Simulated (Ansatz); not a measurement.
The calculation's input:

```
crystal:
  lattice:
    - [0.0, 7.3617871071, -7.4744493696]
    - [6.375494652, -3.6808935536, -7.4744493696]
    - [-6.375494652, -3.6808935536, -7.4744493696]
  atoms:
    - { symbol: W, position: [0.9997981024, 0.2508571208, 0.751381726] }
    - { symbol: W, position: [0.2489534868, 1.0016934962, 0.7513641925] }
    - { symbol: W, position: [0.4985099755, 0.7466404186, 0.7466404186] }
    - { symbol: W, position: [0.9977736129, 0.5001176612, 0.5001176612] }
    - { symbol: W, position: [0.7447443716, 0.5004659809, 0.7466430219] }
    - { symbol: W, position: [0.2491430907, 0.2510436021, 0.5008564165] }
    - { symbol: W, position: [0.4982110938, 0.9996692958, 0.500101366] }
    - { symbol: W, position: [0.9997981024, 0.751381726, 0.2508571208] }
    - { symbol: W, position: [0.7447443716, 0.7466430219, 0.5004659809] }
    - { symbol: W, position: [0.2491430907, 0.5008564165, 0.2510436021] }
    - { symbol: W, position: [0.4989654308, 0.2510397209, 0.2510397209] }
    - { symbol: W, position: [1.0003845048, 1.0022650833, 1.0022650833] }
    - { symbol: W, position: [0.7494813245, 1.0017011215, 0.2508486522] }
    - { symbol: W, position: [0.2489534868, 0.7513641925, 1.0016934962] }
    - { symbol: W, position: [0.4982110938, 0.500101366, 0.9996692958] }
    - { symbol: W, position: [0.7494813245, 0.2508486522, 1.0017011215] }
    - { symbol: S, position: [0.594328016, 0.848100954, 0.344459251] }
    - { symbol: S, position: [0.8462146693, 0.5962154993, 0.3444640759] }
    - { symbol: S, position: [0.0960218663, 0.346995078, 0.346995078] }
    - { symbol: S, position: [0.5958905904, 0.0976432984, 0.0976432984] }
    - { symbol: S, position: [0.3450891639, 0.0979318319, 0.346981547] }
    - { symbol: S, position: [0.8471682035, 0.8490615339, 0.0985411385] }
    - { symbol: S, position: [0.0957409242, 0.5977822175, 0.0976559751] }
    - { symbol: S, position: [0.594328016, 0.344459251, 0.848100954] }
    - { symbol: S, position: [0.3450891639, 0.346981547, 0.0979318319] }
    - { symbol: S, position: [0.8471682035, 0.0985411385, 0.8490615339] }
    - { symbol: S, position: [0.0966426946, 0.849051765, 0.849051765] }
    - { symbol: S, position: [0.5902771522, 0.5921833826, 0.5921833826] }
    - { symbol: S, position: [0.3425429281, 0.5961874675, 0.8481203006] }
    - { symbol: S, position: [0.8462146693, 0.3444640759, 0.5962154993] }
    - { symbol: S, position: [0.0957409242, 0.0976559751, 0.5977822175] }
    - { symbol: S, position: [0.3425429281, 0.8481203006, 0.5961874675] }
    - { symbol: S, position: [0.7350263544, 0.9841232638, 0.4885377628] }
    - { symbol: S, position: [0.9822296485, 0.7369349178, 0.4885422345] }
    - { symbol: S, position: [0.2344046015, 0.4879345442, 0.4879345442] }
    - { symbol: S, position: [0.7356043565, 0.2384815249, 0.2384815249] }
    - { symbol: S, position: [0.4860353154, 0.2362920585, 0.4879338979] }
    - { symbol: S, position: [0.9863069531, 0.9882038081, 0.2394918646] }
    - { symbol: S, position: [0.2365825113, 0.7374962541, 0.238475643] }
    - { symbol: S, position: [0.7350263544, 0.4885377628, 0.9841232638] }
    - { symbol: S, position: [0.4860353154, 0.4879338979, 0.2362920585] }
    - { symbol: S, position: [0.9863069531, 0.2394918646, 0.9882038081] }
    - { symbol: S, position: [0.2376114712, 0.9881854789, 0.9881854789] }
    - { symbol: S, position: [0.7318023776, 0.733798338, 0.733798338] }
    - { symbol: S, position: [0.4866277838, 0.7369204595, 0.984104498] }
    - { symbol: S, position: [0.9822296485, 0.4885422345, 0.7369349178] }
    - { symbol: S, position: [0.2365825113, 0.238475643, 0.7374962541] }
    - { symbol: S, position: [0.4866277838, 0.984104498, 0.7369204595] }
    - { symbol: S, position: [0.8197134832, 0.8222792587, 0.8222792587] }
  host:
    lattice:
      - [1.593873663, 0.9202233884, 7.4744493696]
      - [-1.593873663, 0.9202233884, 7.4744493696]
      - [0.0, -1.8404467768, 7.4744493696]
    atoms:
      - { symbol: W, position: [0.0006774491, 0.0006774491, 0.0006774491] }
      - { symbol: S, position: [0.4040742703, 0.4040742703, 0.4040742703] }
      - { symbol: S, position: [0.2639482806, 0.2639482806, 0.2639482806] }
total_charge: -2
basis:
  ecutwfc: 420
  xc_grid: 2
kpoints:
  mp_grid: { grid: [2, 2, 2], shift: [0.5, 0.5, 0.5] }
hamiltonian:
  xc: pbe
scf:
  occupations: { method: gaussian, width: 0.01 }
output:
  forces: true
  stress: false
  eigenvalues: true
  charged_corrections:
    defect_position: [0.78125, 0.875, 0.875]
    epsilon: [[11.5894, 0.0, 0.0], [0.0, 11.5894, 0.0], [0.0, 0.0, 3.2073]]
  write_density: true
  write_potential: true
  elf: true
  volumetric_format: npy
relax:
  adjacent_minimum: "off"
  f_tol: 0.025
  max_steps: 45
```

Run with:

```sh
ansatz run input.yaml --threads 4 --pin off --max-ram 10240MiB --backend cpu --events-out ev --progress --plain --runs-dir out
```

The fields are those of the run's last geometry, not of the input's.

Level of theory: Ansatz 0.2.0, DFT PBE, scalar-relativistic, plane waves, PAW.

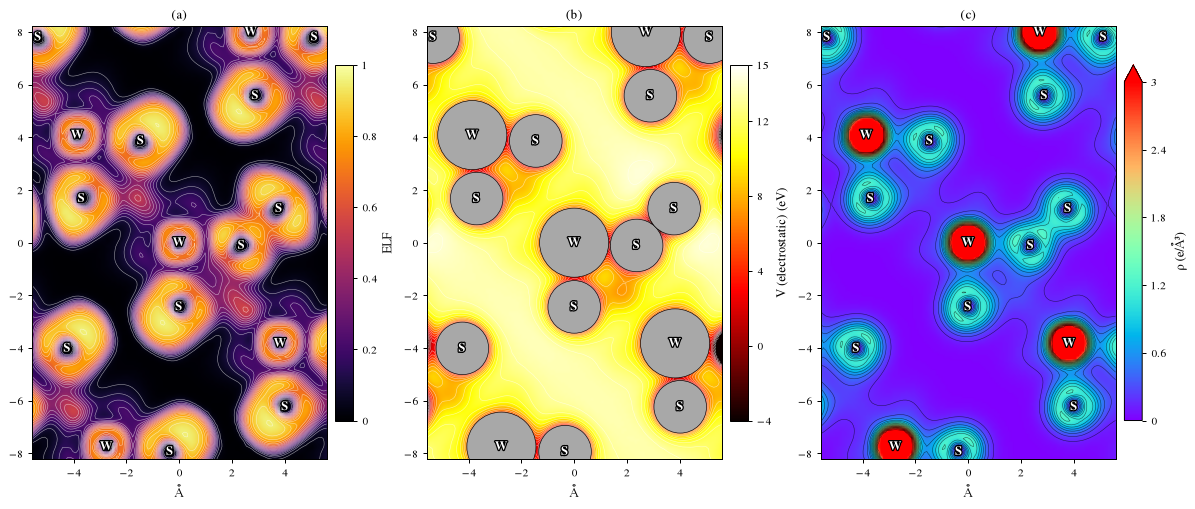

W16S33 (cell charge −2, with a compensating background) (cell with a defect). (a) ELF; (b) electrostatic potential (local pseudopotential plus Hartree) felt by an electron; (c) valence charge density (pseudo) on the (101̄) plane of the calculation cell. Grey discs cover the atomic cores in the potential map.

In a PAW calculation such maps are meaningful between the atoms, not at the nuclei.

Describe what can be read from this map.

Answer.
- The plane passes through W and S nuclei.
- S–S (1.99 Å): the density is about 1.1 e/Å³ at the midpoint; the ELF peaks at about 0.85 between the atoms, as expected for localised, covalent bonding.
- W–S (2.37 Å): the density is about 0.65 e/Å³ at the midpoint; the ELF peaks at about 0.85 in the valence shell of S, 0.8 Å from its nucleus, and is about 0.40 at the midpoint.
- W–S (2.41 Å): ρ at the midpoint is about 0.62 e/Å³; the ELF peaks at about 0.85 in the valence shell of S, 0.8 Å from its nucleus, and is about 0.50 at the midpoint.
- W–S (2.44 Å): ρ at the midpoint is about 0.58 e/Å³; the ELF peaks at about 0.85 in the valence shell of S, 0.8 Å from its nucleus, and is about 0.45 at the midpoint.
- Between the atoms the lowest density in this plane is 0.003 e/Å³.
- The ELF also peaks beside S, away from the bonds: lone-pair regions.
- The features right at W lie inside the PAW spheres, where the map follows smoothed inner orbitals and isn't to be read closely.
- Outside the cores the potential energy rises away from the atoms and is highest about 1.9 Å from the nearest atoms; its zero is arbitrary.

Does the calculation make it a metal, or give it a gap?

Answer. It is gapped, with a Kohn–Sham gap of 0.42 eV on the k-point mesh, an upper bound to the gap of this method.
